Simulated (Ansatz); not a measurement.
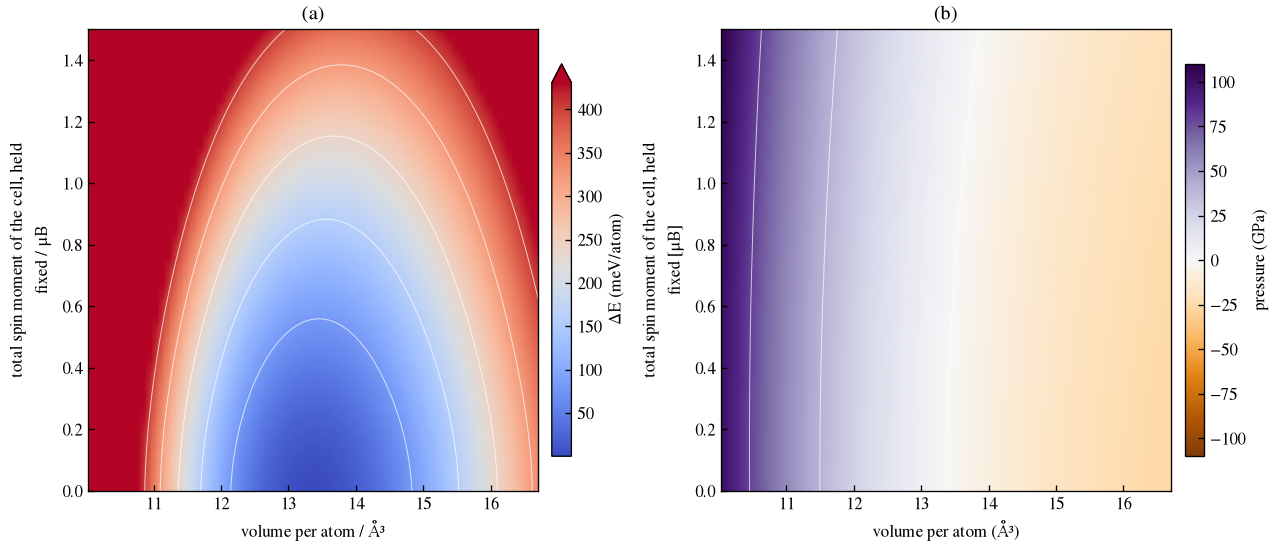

Al₂Ru (I4/mmm, No. 139; 3 atoms in the cell). The energy is mapped over volume and a fixed ferromagnetic moment. First axis: volume per atom. Second axis: total spin moment of the cell, held fixed. Nothing is relaxed (shape and fractional coordinates fixed). Grid: 7 × 9 points. Points are written as (first, second). Energies are in meV/atom, from the lowest grid point. The moment is held fixed and parallel; antiferromagnetic orders weren't tried. The calculation used DFT LDA, scalar-relativistic, plane waves, PAW in Ansatz 0.2.0. Settings: cutoff 420 eV, k-mesh 20×20×20, gaussian smearing 0.15 eV.

Panel (a) is the energy; panel (b) is the computed pressure, in GPa.

The picture shows a smooth colour map with a few white contour lines, one colour for all values above the top of the scale. Between grid points the surface is interpolated.

How does the pressure vary over the map, and what is it at the lowest grid point?

It runs from −26 GPa at (16.71 Å³, 0.000 μB) to 110 GPa at (10.02 Å³, 1.500 μB). At the lowest grid point, (13.37 Å³, 0.000 μB), it is 0 GPa. That point lies on the edge of the scan.

```tsv
second ↓, first →	10.02	11.14	12.25	13.37	14.48	15.59	16.71
1.500	110	60	28	7	−7	−16	−21
1.312	108	58	26	5	−8	−17	−22
1.125	106	56	24	4	−9	−18	−23
0.938	105	55	23	3	−10	−19	−24
0.750	103	54	22	2	−11	−19	−24
0.562	103	53	21	1	−12	−20	−25
0.375	102	52	21	1	−12	−20	−26
0.188	102	52	20	0	−13	−21	−26
0.000	102	52	20	0	−13	−21	−26
```

PAW datasets: the set soft_1.
